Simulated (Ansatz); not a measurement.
**Ni: 6 runs along one coordinate**

System: Ni (Fd-3m, 2 atoms in the cell).
Method: DFT, PBEsol, plane waves (420 eV) with PAW, scalar-relativistic, no spin polarisation (Ansatz 0.2.0).

The 6 runs differ only in the geometry, by an even scaling of the cell at fixed fractional positions.

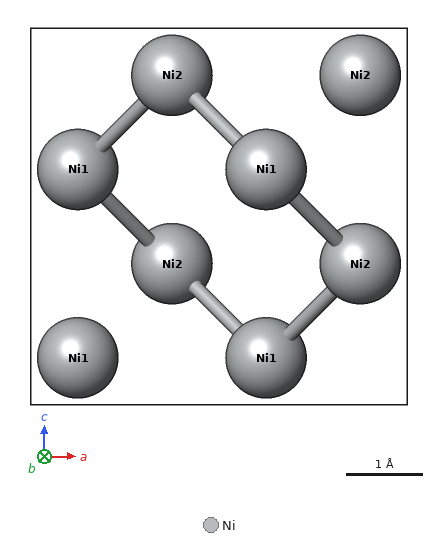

Figure 1. The structure of run 4 (ball-and-stick view of the cell 4 times as large as that of the calculation, set on its symmetry axes, along the b axis; atoms are numbered from 1 in the order of the input).

### Input of run 4
```yaml
crystal:
  lattice:
    - [0.0, 2.5015151266, 2.5015151266]
    - [2.5015151266, 0.0, 2.5015151266]
    - [2.5015151266, 2.5015151266, 0.0]
  atoms:
    - { symbol: Ni, position: [0.125, 0.125, 0.125] }
    - { symbol: Ni, position: [0.875, 0.875, 0.875] }
hamiltonian:
  xc: pbesol
  pseudopotentials:
    kind: paw
    azcp:
      Ni: "pseudopotentials/Ni.paw.azcp"
basis:
  ecutwfc: 420
  fft_grid_basis: typed
kpoints:
  mp_grid: { grid: [12, 12, 12], shift: [0, 0, 0] }
magnetization:
  spin_polarized: false
scf:
  occupations: { method: fermi_dirac, width: 0.1 }
  lower_state_search: "off"
output:
  stress: true
```

Lattice vectors (Å) and fractional positions of run 4:
```
   0.000000    2.501515    2.501515
   2.501515    0.000000    2.501515
   2.501515    2.501515    0.000000
Ni  0.125000  0.125000  0.125000
Ni  0.875000  0.875000  0.875000
```

Run 3 differs from it as follows:
```diff
-    - [0.0, 2.5015151266, 2.5015151266]
-    - [2.5015151266, 0.0, 2.5015151266]
-    - [2.5015151266, 2.5015151266, 0.0]
+    - [0.0, 2.4677067238, 2.4677067238]
+    - [2.4677067238, 0.0, 2.4677067238]
+    - [2.4677067238, 2.4677067238, 0.0]
```

### Results, with one run withheld

```csv
run,volume per atom (Å³),"free energy per atom, from the lowest run given (meV)",pressure (GPa)
1,13.775,96.72,18.65
2,14.401,39.47,10.95
3,15.027,?,?
4,15.653,0.00,0.00
5,16.906,29.06,−6.90
6,17.532,60.91,−9.30
```

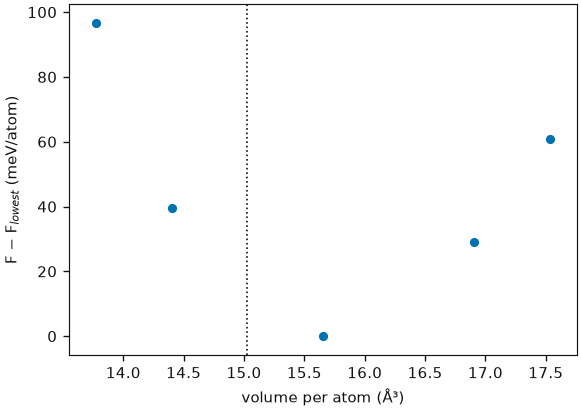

Figure 2. Free energy per atom of the runs given; the dotted line marks run 3.

Estimate the energy of run 3 from the others.

A cubic polynomial in V^(−2/3) (the Birch–Murnaghan form), fitted to the 5 runs given, misses them by at most 0.01 meV per atom. With x = V^(−2/3) − 0.16055 Å⁻², it reads F = 0.26051 + 687 x + 4.6545e+05 x² + 1.1132e+06 x³ (meV per atom). At run 3 it gives 9.09 meV per atom, and the run itself gives 9.09. The slope of the fit gives a pressure −dF/dV of 4.84 GPa there, and the run prints 4.84 GPa. The fit has its minimum at 15.653 Å³ per atom, where V d²F/dV² gives 108 GPa: the bulk modulus at this level, since symmetry fixes the shape and the positions.

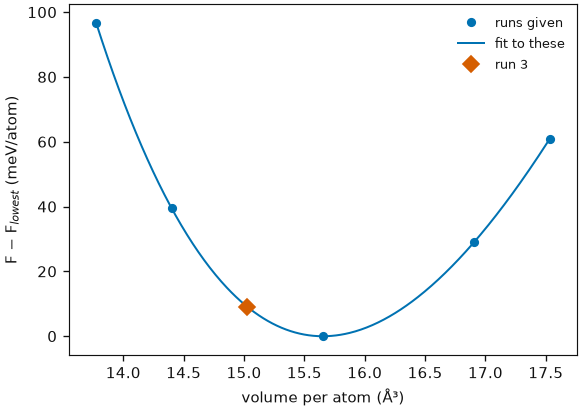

Figure 3. The fit and the withheld run.

### Output, shortened to warnings, some set-up lines, iterations and results (run 3)
```
Warning: [file] the record states the generating functional pbe (its physics header spells it `PBE`), which answers neither for hamiltonian.xc's functional nor for the pbesol family's — results may be inconsistent (PPs are generated against a specific XC)
Basis set: ecut = 420 eV, 609 PW (Γ)
Symmetry: 48 space group operations
k-points: 72 of 1728
Initial density: superposition of atomic densities (neutral atoms: chi_scale 0, normalization atom), corrected by the library's trained network
[...]
SCF iter   1: F=—  HF=-11607.164165 eV  |F-HF|=—  |Δ(HF+E_count)|=         —  Δρ=1.96e-2  dr2=5.51e-2  ethr=1.77e-3  ⟨swp⟩=5.6  Hψ=6013  notcnv=0
SCF iter   2: F=—  HF=-11607.185633 eV  |F-HF|=—  |Δ(HF+E_count)|=   2.15e-2  Δρ=3.26e-2  dr2=1.68e-1  ethr=1.53e-4  ⟨swp⟩=2.0  Hψ=3638  notcnv=0
SCF iter   3: F=—  HF=-11607.155027 eV  |F-HF|=—  |Δ(HF+E_count)|=   3.06e-2  Δρ=4.82e-3  dr2=3.70e-3  ethr=1.53e-4  ⟨swp⟩=2.3  Hψ=2818  notcnv=0
SCF iter   4: F=—  HF=-11607.154290 eV  |F-HF|=—  |Δ(HF+E_count)|=   7.37e-4  Δρ=4.15e-4  dr2=2.92e-5  ethr=1.03e-5  ⟨swp⟩=2.2  Hψ=2808  notcnv=0
SCF iter   5: F=—  HF=-11607.154284 eV  |F-HF|=—  |Δ(HF+E_count)|=   5.23e-6  Δρ=2.68e-5  dr2=1.41e-7  ethr=8.11e-8  ⟨swp⟩=2.0  Hψ=2666  notcnv=0
SCF iter   6: F=-11607.154284 eV  HF=-11607.154284 eV  |F-HF|=7.30e-9  |Δ(HF+E_count)|=   4.16e-8  Δρ=5.69e-6  dr2=4.97e-9  ethr=2.78e-10  ⟨swp⟩=4.5  Hψ=5791  notcnv=0
SCF 1 converged in 6 iterations: F = -11607.154284 eV  dr2 = 4.97e-9
SCF converged after 6 iterations
Free energy (F): -11607.154284 eV
Harris-Foulkes:  -11607.154284 eV  (|F-HF|=7.30e-9)
Internal energy: -11606.954018 eV  (E = F + TS)
E sigma→0 (E₀):  -11607.054151 eV
Entropy (-TS):   -0.200266 eV (-100.133 meV/atom)
Fermi energy:    11.684445 eV
--- Per-component energies (eV) ---
  E_band       = -796.135075
  E_kinetic    = 566.219421
  E_local      = -8628.955671  (includes V_loc(G=0)·N_el)
  E_nonlocal   = 1279.515283
  E_hartree    = 3628.796915
  E_xc         = -166.265943
  E_vxc        = -215.090314  (∫ρ·V_xc dr)
  E_paw        = -3194.477008  (= ΣΔE_a)
  E_vpaw       = -1055.410349  (= ΣTr[D̂ρ^β])
  E_aug_tail   = 0.000949  (compensation charges beyond the density's cutoff)
  E_ewald      = -5092.182543
  E_core_change = 0.394578  (= ΣΔE_core)
  E_smearing   = -0.200266  (= −TS)
  E_closure    = 0.000000  (closes the sum)
  Σ components = -11607.154284   (vs F -11607.154284, Δ=0.00e0)
--- Stress (GPa, compression-positive) ---
        4.843007      -0.000000       0.000000
       -0.000000       4.843007       0.000000
        0.000000      -0.000000       4.843007
  P = ⅓ Tr σ = 4.8430 GPa (48.430 kbar)
```

The program warns: the PAW datasets were made with another functional. The run has no spin polarisation, so a magnetic state may lie lower.
